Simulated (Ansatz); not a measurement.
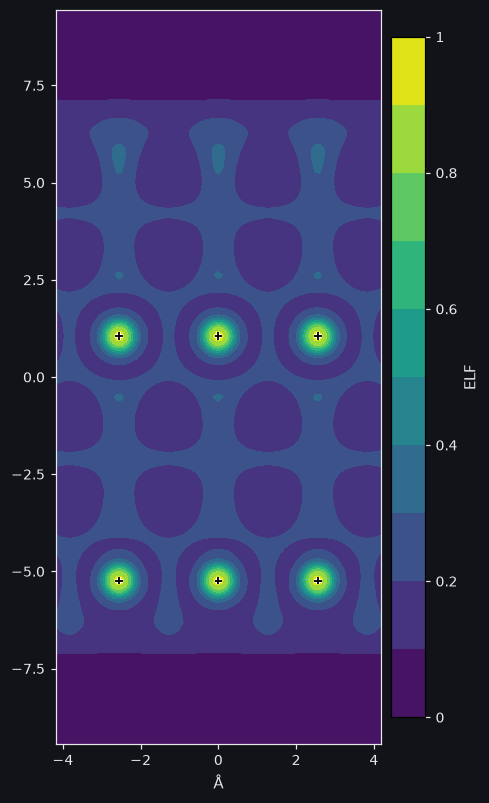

The electron localisation function on a plane through atoms (crosses mark nuclei in the plane).

Computed with DFT PBE, scalar-relativistic, plane waves, PAW (Ansatz).

Candidates:
A. Cu (slab), a = 2.56 Å, b = 2.56 Å, c = 28.44 Å, α = 90.00°, β = 90.00°, γ = 60.00°. Computed without spin polarisation.
B. SrTiO₃, a = 3.91 Å, b = 3.91 Å, c = 3.91 Å, α = 90.00°, β = 90.00°, γ = 90.00°. Space group Pm-3m; computed pressure about 4 GPa in this cell; computed without spin polarisation.

**Which system is this?**

Candidate A: Cu on the (010) plane of the calculation cell, a cut from vacuum to vacuum, which holds Cu. Cu–Cu (2.56 Å): the ELF is about 0.25 at the midpoint (no localised pair shows between them).
